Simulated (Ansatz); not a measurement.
# Two runs on TaN

System: TaN (Fm-3m, 2 atoms in the cell).
Method of run A: Kohn-Sham DFT of a periodic cell, PBE with D3(BJ), all-electron LAPW, scalar-relativistic, no spin polarisation (Ansatz 0.2.0).

The structure derives from a Materials Project entry. Text and figures count atoms from 1; the logs count them from 0 in places.

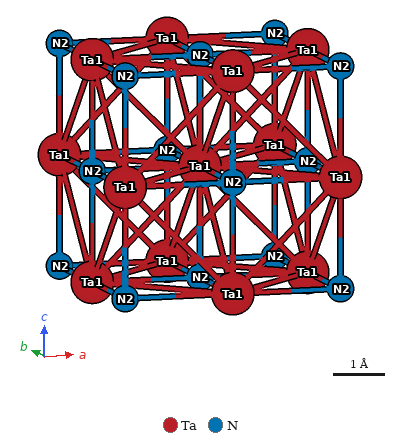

The input geometry (ball-and-stick view of the cell 4 times as large as that of the calculation, set on its symmetry axes, seen slightly off an axis; atoms are numbered from 1 in the order of the input). Near neighbours in the crystal (not all of them lie inside the picture): Ta has 6 N at 2.21 Å and 12 Ta at 3.13 Å; N has 6 Ta at 2.21 Å.

**Input, run A**
```yaml
crystal:
  lattice:
    - [0.0, 2.211323, 2.211323]
    - [2.211323, 0.0, 2.211323]
    - [2.211323, 2.211323, 0.0]
  atoms:
    - { symbol: Ta, position: [0.5, 0.5, 0.5] }
    - { symbol: "N", position: [0.0, 0.0, 0.0] }
kpoints:
  mp_grid: { grid: [10, 10, 10] }
scf:
  occupations: { method: fermi_dirac, width: 0.05 }
hamiltonian:
  xc: pbe
  dispersion: d3bj
  pseudopotentials: { kind: all_electron, lapw: { basis_error: 0.001 } }
output:
  forces: true
  stress: true
relax:
  f_tol: 0.01
  max_steps: 60
  cell: {}
```

Command:
```bash
ansatz run input.yaml --threads 1 --pin off --max-ram 3072MiB --backend cpu --events-out ev --progress --plain --runs-dir out
```

Hardware: 1 thread of Arm Neoverse V2, 24 GiB of memory available, shared host.

**Output, shortened to warnings, some set-up lines, iterations and results (run A)**
```
Basis set: ecut = 380.518468580553 eV, 339 PW (Γ), exchange–correlation at level 2
Symmetry: 48 space group operations
k-points: 47 of 1000
Initial density: superposition of atomic densities (chi_scale 0.1, normalization cell, long waves kept (reshape's long-wave potential 0.00 eV rms))
[...]
SCF iter   1: F=—  HF=-426063.609066 eV  |F-HF|=—  |Δ(HF+E_count)|=         —  Δρ=1.29e-1  dr2=4.46e0  ethr=8.92e-3  ⟨swp⟩=2.0  Hψ=8770  notcnv=0
SCF iter   2: F=—  HF=-426061.886707 eV  |F-HF|=—  |Δ(HF+E_count)|=    1.72e0  Δρ=2.81e-2  dr2=2.01e-1  ethr=4.02e-4  ⟨swp⟩=2.0  Hψ=7097  notcnv=0
SCF iter   3: F=—  HF=-426061.845232 eV  |F-HF|=—  |Δ(HF+E_count)|=         —  Δρ=1.13e-2  dr2=1.74e-2  ethr=4.02e-4  ⟨swp⟩=2.0  Hψ=4356  notcnv=0
SCF iter   4: F=—  HF=-426061.845428 eV  |F-HF|=—  |Δ(HF+E_count)|=   1.96e-4  Δρ=1.96e-3  dr2=6.36e-4  ethr=3.47e-5  ⟨swp⟩=2.2  Hψ=4346  notcnv=0
SCF iter   5: F=—  HF=-426061.835980 eV  |F-HF|=—  |Δ(HF+E_count)|=   9.45e-3  Δρ=1.08e-3  dr2=2.50e-4  ethr=1.27e-6  ⟨swp⟩=2.8  Hψ=4309  notcnv=0
[... 22 lines ...]
relax step   4: F+E_penalty+E_count = -426061.85068350 eV  Δ(F+E_penalty+E_count) = -5.284e-6 eV  max|allowed force component| = 3.344e-30 eV/Å  Δτ_max = 0.0000 Å  P = -0.002 …
SCF iter   1: F=—  HF=-426061.850682 eV  |F-HF|=—  |Δ(HF+E_count)|=         —  Δρ=9.38e-6  dr2=2.13e-8  ethr=4.37e-11  ⟨swp⟩=3.2  Hψ=7019  notcnv=0
SCF iter   2: F=-426061.850683 eV  HF=-426061.850683 eV  |F-HF|=1.90e-8  |Δ(HF+E_count)|=   9.99e-7  Δρ=6.76e-6  dr2=1.09e-8  ethr=4.26e-11  ⟨swp⟩=3.0  Hψ=4652  notcnv=0
SCF 5 converged in 2 iterations: F = -426061.850683 eV  dr2 = 1.09e-8
relax step   5: F+E_penalty+E_count = -426061.85068318 eV  Δ(F+E_penalty+E_count) = +3.187e-7 eV  max|allowed force component| = 2.013e-30 eV/Å  Δτ_max = 0.0000 Å  P = -0.006 …
basis re-selected at this cell: Δ(F+E_penalty+E_count) = +3.187e-7 eV, ΔP = -0.003 GPa vs the last step (what re-selecting the basis moved, after the strain that the cell walked since its last selection, with what the two solves' SCF thresholds leave and, on support functions, any second-order …
SCF converged after 2 iterations
Free energy (F): -426061.850683 eV
Harris-Foulkes:  -426061.850683 eV  (|F-HF|=1.90e-8)
Internal energy: -426061.845078 eV  (E = F + TS)
E sigma→0 (E₀):  -426061.847881 eV
Entropy (-TS):   -0.005605 eV (-2.803 meV/atom)
Fermi energy:    27.263230 eV
--- Per-component energies (eV) ---
  E_band       = -4691.114187
  E_kinetic    = 475424.584264
  E_xc         = -8813.153268
  E_electrostatic = -892672.322352  (all electrons and nuclei)
  E_disp       = -0.953723  (pairwise vdW)
  E_smearing   = -0.005605  (= −TS)
  E_closure    = 0.000000  (closes the sum)
  E_atoms      = -426041.112071  (free atoms, spherical and without spin; not in F)
  Σ components = -426061.850683   (vs F -426061.850683, Δ=0.00e0)
  Basis errors (estimates in eV, not in F): energy 3.7e-4 per atom: plane waves 3.2e-4 (1.8e-4 summed), levels above the bands 1.5e-18, relativity 7.3e-8, radial functions 4.2e-5, core shells 1.4e-6; eigenvalues (radial functions only) 2.6e-6; not estimated: angular momenta, meshes, grids; target …
--- Forces (eV/Å), atoms counted from 1 ---
  atom   1  Ta    -0.00000000     0.00000000    -0.00000000
  atom   2  N     -0.00000000    -0.00000000    -0.00000000
  max |Σ_I F_I| component: 4.39e-30 eV/Å
--- Stress (GPa, compression-positive) ---
       -0.005530      -0.000000      -0.000000
       -0.000000      -0.005530      -0.000000
       -0.000000      -0.000000      -0.005530
  P = ⅓ Tr σ = -0.0055 GPa (-0.055 kbar)
--- Relaxed structure (4 steps of the walk, 4 accepted, 1 SCFs on fresh bases) ---
  F+E_penalty+E_count = -426061.85068318 eV   max|allowed force component| = 2.013e-30 eV/Å   (the final SCF, on the basis selected at the relaxed cell)
  cell:  # Å, volume = 21.0781 Å³
    - [-1.4267041692107653e-33, 2.192469863129397, 2.192469863129397]
    - [2.192469863129397, -7.515673748520996e-34, 2.192469863129397]
    - [2.192469863129397, 2.192469863129397, -6.496599341941877e-34]
  atoms:
    - { symbol: Ta, position: [0.5, 0.5, 0.5] }
[...]
```

For run B the input was changed thus:
```diff
-  xc: pbe
-  dispersion: d3bj
+  xc: blyp
```

Predict how the results change.

The total energies belong to different models, so their difference says nothing on which is more stable or more accurate. The volume per atom goes from 10.54 to 11.17 Å³. The functional changes from PBE to BLYP. The SCF takes 26 iterations over all geometry steps against 22.

**Output, shortened to warnings, some set-up lines, iterations and results (run B)**
```
Basis set: ecut = 380.71782582627327 eV, 339 PW (Γ), exchange–correlation at level 2
Symmetry: 48 space group operations
k-points: 47 of 1000
Initial density: superposition of atomic densities (chi_scale 0.1, normalization cell, long waves kept (reshape's long-wave potential 0.00 eV rms))
[...]
SCF iter   1: F=—  HF=-426088.180116 eV  |F-HF|=—  |Δ(HF+E_count)|=         —  Δρ=1.42e-1  dr2=5.38e0  ethr=1.08e-2  ⟨swp⟩=2.0  Hψ=8769  notcnv=0
SCF iter   2: F=—  HF=-426086.106626 eV  |F-HF|=—  |Δ(HF+E_count)|=    2.07e0  Δρ=2.83e-2  dr2=1.96e-1  ethr=3.92e-4  ⟨swp⟩=2.0  Hψ=7109  notcnv=0
SCF iter   3: F=—  HF=-426086.094557 eV  |F-HF|=—  |Δ(HF+E_count)|=         —  Δρ=3.40e-2  dr2=3.49e-1  ethr=3.91e-4  ⟨swp⟩=2.0  Hψ=4452  notcnv=0
SCF iter   4: F=—  HF=-426086.138972 eV  |F-HF|=—  |Δ(HF+E_count)|=   4.44e-2  Δρ=1.10e-2  dr2=3.48e-2  ethr=3.91e-4  ⟨swp⟩=2.0  Hψ=4321  notcnv=0
SCF iter   5: F=—  HF=-426086.046483 eV  |F-HF|=—  |Δ(HF+E_count)|=   9.25e-2  Δρ=4.96e-3  dr2=2.48e-3  ethr=6.97e-5  ⟨swp⟩=2.0  Hψ=4319  notcnv=0
[... 26 lines ...]
relax step   4: F+E_penalty+E_count = -426086.06626777 eV  Δ(F+E_penalty+E_count) = -9.614e-6 eV  max|allowed force component| = 1.816e-30 eV/Å  Δτ_max = 0.0000 Å  P = -0.002 …
SCF iter   1: F=—  HF=-426086.066270 eV  |F-HF|=—  |Δ(HF+E_count)|=         —  Δρ=8.43e-6  dr2=1.11e-8  ethr=2.17e-11  ⟨swp⟩=3.3  Hψ=7304  notcnv=0
SCF iter   2: F=-426086.066268 eV  HF=-426086.066268 eV  |F-HF|=1.88e-8  |Δ(HF+E_count)|=   2.14e-6  Δρ=7.21e-6  dr2=1.37e-8  ethr=2.17e-11  ⟨swp⟩=3.0  Hψ=4780  notcnv=0
SCF 5 converged in 2 iterations: F = -426086.066268 eV  dr2 = 1.37e-8
relax step   5: F+E_penalty+E_count = -426086.06626791 eV  Δ(F+E_penalty+E_count) = -1.452e-7 eV  max|allowed force component| = 2.354e-30 eV/Å  Δτ_max = 0.0000 Å  P = +0.001 …
basis re-selected at this cell: Δ(F+E_penalty+E_count) = -1.452e-7 eV, ΔP = +0.003 GPa vs the last step (what re-selecting the basis moved, after the strain that the cell walked since its last selection, with what the two solves' SCF thresholds leave and, on support functions, any second-order …
SCF converged after 2 iterations
Free energy (F): -426086.066268 eV
Harris-Foulkes:  -426086.066268 eV  (|F-HF|=1.88e-8)
Internal energy: -426086.059419 eV  (E = F + TS)
E sigma→0 (E₀):  -426086.062844 eV
Entropy (-TS):   -0.006849 eV (-3.424 meV/atom)
Fermi energy:    26.090542 eV
--- Per-component energies (eV) ---
  E_band       = -4750.597162
  E_kinetic    = 475471.003458
  E_xc         = -8837.609481
  E_electrostatic = -892719.453397  (all electrons and nuclei)
  E_smearing   = -0.006849  (= −TS)
  E_closure    = 0.000000  (closes the sum)
  E_atoms      = -426068.276697  (free atoms, spherical and without spin; not in F)
  Σ components = -426086.066268   (vs F -426086.066268, Δ=0.00e0)
  Basis errors (estimates in eV, not in F): energy 4.1e-4 per atom: plane waves 3.7e-4 (2.0e-4 summed), levels above the bands 2.2e-16, relativity 2.0e-7, radial functions 4.3e-5, core shells 7.9e-7; eigenvalues (radial functions only) 2.2e-6; not estimated: angular momenta, meshes, grids; target …
--- Forces (eV/Å), atoms counted from 1 ---
  atom   1  Ta    -0.00000000     0.00000000    -0.00000000
  atom   2  N     -0.00000000    -0.00000000     0.00000000
  max |Σ_I F_I| component: 4.76e-30 eV/Å
--- Stress (GPa, compression-positive) ---
        0.000935      -0.000000      -0.000000
       -0.000000       0.000935      -0.000000
       -0.000000      -0.000000       0.000935
  P = ⅓ Tr σ = 0.0009 GPa (0.009 kbar)
--- Relaxed structure (4 steps of the walk, 4 accepted, 1 SCFs on fresh bases) ---
  F+E_penalty+E_count = -426086.06626791 eV   max|allowed force component| = 2.354e-30 eV/Å   (the final SCF, on the basis selected at the relaxed cell)
  cell:  # Å, volume = 22.3402 Å³
    - [-1.4901972818846695e-33, 2.2353852274334227, 2.2353852274334227]
    - [2.2353852274334227, -1.0182782544662335e-33, 2.2353852274334227]
    - [2.2353852274334227, 2.2353852274334227, -8.795487895845939e-34]
  atoms:
    - { symbol: Ta, position: [0.5, 0.5, 0.5] }
[...]
```

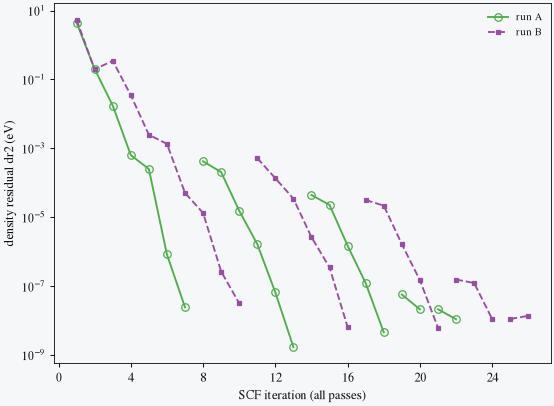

Convergence of the two runs: density residual dr2 against the SCF iteration. A break in a curve parts two SCF passes. Run A takes 22 iterations in all, and run B takes 26.

**The two runs side by side**

| quantity | run A | run B |
| --- | --- | --- |
| outcome | converged | converged |
| free energy per atom (eV) | −213030.9253 | −213043.0331 |
| energy per atom, smearing taken to zero (eV) | −213030.9239 | −213043.0314 |
| pressure (GPa) | −0.01 | 0.00 |
| volume per atom (Å³) | 10.54 | 11.17 |
| largest force (eV/Å) | 0.000 | 0.000 |
| SCF iterations | 22 | 26 |
| irreducible k-points | 47 | 47 |
| wall time (shared host) | 31 s | 35 s |

For both runs: Spin–orbit coupling is left out, which matters for Ta.
